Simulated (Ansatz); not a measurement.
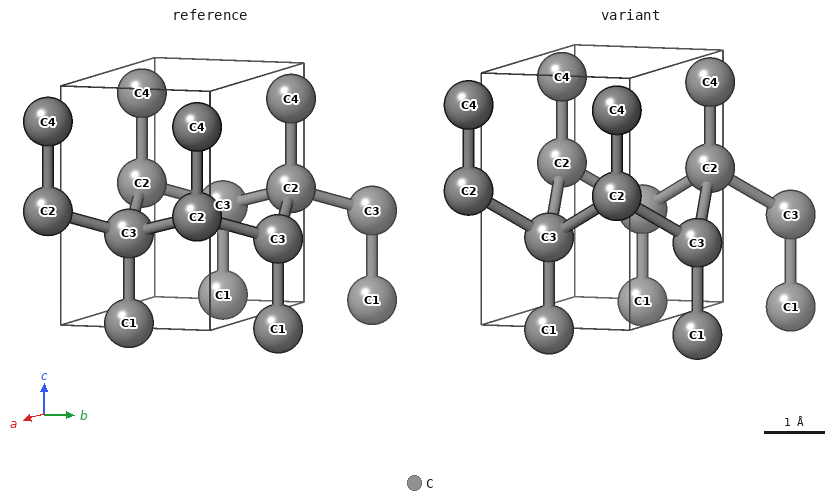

Left: a symmetric starting cell of C. Right: the same structure after one change, at the same scale. Style: ball-and-stick. Shown: the cell of the calculation, repeated 2 × 2 × 1 with one cell outlined, from a free direction.

Method: Ansatz, DFT PBE, scalar-relativistic, plane waves, PAW. Settings: plane-wave cutoff 420 eV; k-point mesh 12 × 12 × 6; occupations gaussian; smearing width 0.02 eV; no spin polarisation.

> Which change leads from the left to the right?

The cell is strained by +5.4 % along c and −0.6 % across it (volume +4.0 %) and atoms are displaced by up to 0.22 Å (root mean square over those that move 0.16 Å) relative to the cell: C2 0.22 Å along +c. No relaxation follows. The starting cell wasn't computed here and needn't be at equilibrium, so pressure and forces aren't due to the change alone.

> What does the change do?

Some distances before and after: C–C 1.544 → 1.478 to 1.722 Å. The space group (tolerance 0.01 Å) goes from P6_3/mmc (No. 194) to P3m1 (No. 156). The pressure is −0.4 GPa (not all of it need come from the change, since the unchanged cell can be under pressure at this level too). The principal stresses (compression positive) are −48.8 GPa along c and 23.9 GPa across it. The largest force is 13 eV/Å, on C2, along −c. The forces point straight back along the displacements (cosine −1.00).
